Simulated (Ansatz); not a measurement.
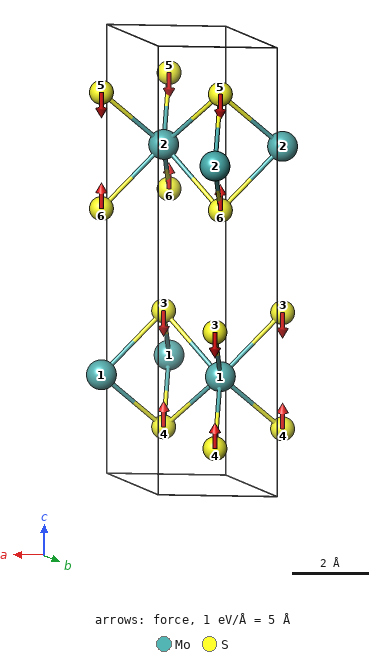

Starting geometry of crystalline MoS2 (built on the 2H (MoS2) bulk type) with the computed forces as red arrows. The picture is a ball-and-stick view of the cell of the calculation, seen from a free direction.

Method: DFT, r2SCAN+rVV10, plane waves, PAW (Ansatz).

Input file:
```yaml
crystal:
  lattice:
    - [3.1491490823, 0.0, 0.0]
    - [-1.5745745412, 2.7272431056, 0.0]
    - [0.0, 0.0, 12.0886640261]
  atoms:
    - { symbol: Mo, position: [0.3333333333, 0.6666666667, 0.25] }
    - { symbol: Mo, position: [0.6666666667, 0.3333333333, 0.75] }
    - { symbol: S, position: [0.6666666667, 0.3333333333, 0.3795281458] }
    - { symbol: S, position: [0.6666666667, 0.3333333333, 0.1204718542] }
    - { symbol: S, position: [0.3333333333, 0.6666666667, 0.8795281458] }
    - { symbol: S, position: [0.3333333333, 0.6666666667, 0.6204718542] }
kpoints:
  mp_grid: { grid: [12, 12, 2] }
hamiltonian:
  xc: r2scan
  dispersion: rvv10
scf:
  occupations: { method: fermi_dirac, width: 0.02 }
relax:
  f_tol: 0.005
  cell: {}
```

Launched with:
```bash
ansatz run input.yaml --threads 2 --pin off --max-ram 20275MiB --backend cpu --events-out ev --progress --plain --runs-dir out
```

**Is this structure relaxed? If not, where do the atoms go?**

It isn't relaxed: the largest force vector, on S atoms, is 0.14 eV/Å. The atoms end up moving mostly along the starting forces (cosine between the two patterns 1.00). After 4 accepted moves (6 points after the start) the energy has fallen by 5.4 meV per atom. The largest force component goes from 0.14 to under 0.0001 eV/Å. Pressure: 1.83 GPa at the start and 0.00 GPa at the end. The line search rejected the trial step at point 1 of the run. The SCF was repeated once at an unchanged geometry on a basis and grid sized afresh for the cell, which shifted the energy by 0.2 meV per atom at most. The largest moves relative to the cell, 0.055 Å, are those of S3, S4, S5 and S6. S5 goes along −c. Mo stays in place. The drawn cell changes as follows: a = b 3.149 → 3.173 Å (+0.8 %), c 12.089 → 12.436 Å (+2.9 %); the volume changes by +4.4 %. The space group stays P6_3/mmc (No. 194).
